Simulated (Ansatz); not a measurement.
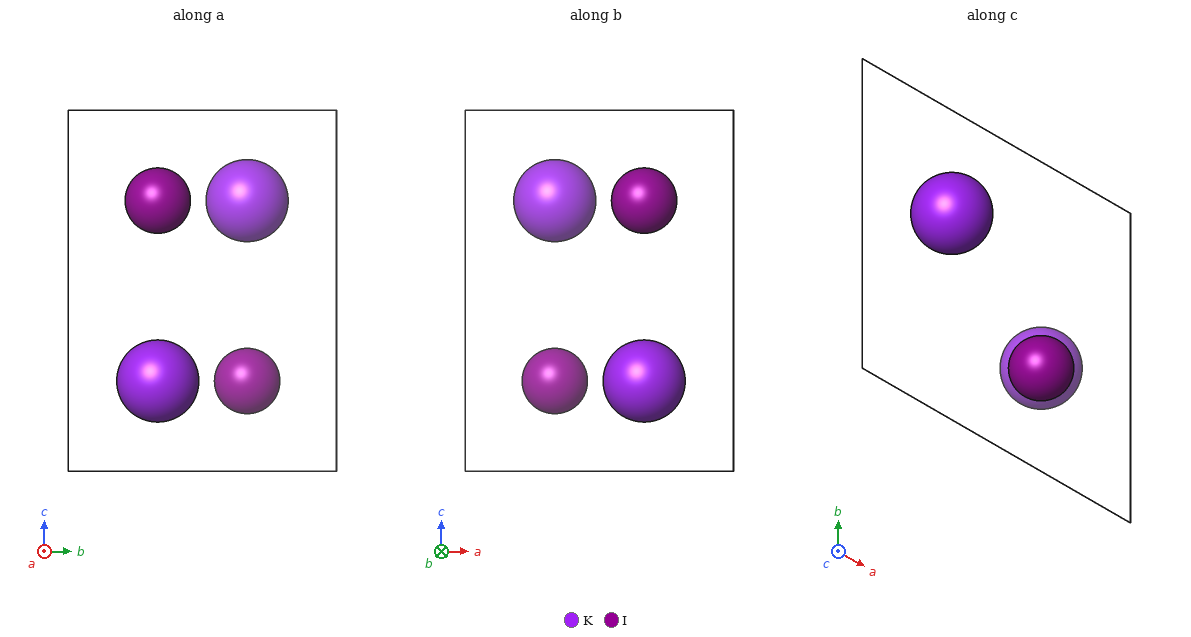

Spheres-only representation of a periodic structure, projected along the a axis, along the b axis and along the c axis. One conventional unit cell is outlined, and atoms on its boundary appear in each equivalent place.

Lattice parameters: a = 6.0395 Å, b = 6.0395 Å, c = 7.0391 Å, α = 90.000°, β = 90.000°, γ = 120.000°.

**Convert the drawing into a CIF in P1 with every atom of the cell.**

```cif
data_structure
_symmetry_space_group_name_H-M 'P 1'
_symmetry_Int_Tables_number 1
_cell_length_a 6.0395
_cell_length_b 6.0395
_cell_length_c 7.0391
_cell_angle_alpha 90.000
_cell_angle_beta 90.000
_cell_angle_gamma 120.000
_cell_volume 222.35
loop_
_atom_site_label
_atom_site_type_symbol
_atom_site_fract_x
_atom_site_fract_y
_atom_site_fract_z
_atom_site_occupancy
K1 K 0.3333 0.6667 0.7500 1
K2 K 0.6667 0.3333 0.2500 1
I1 I 0.3333 0.6667 0.2500 1
I2 I 0.6667 0.3333 0.7500 1
```

Its origin is a structure type filled with these elements by a generator (whether the compound takes this form wasn't checked). The geometry was optimised with Ansatz, DFT, r2SCAN, plane waves, PAW.
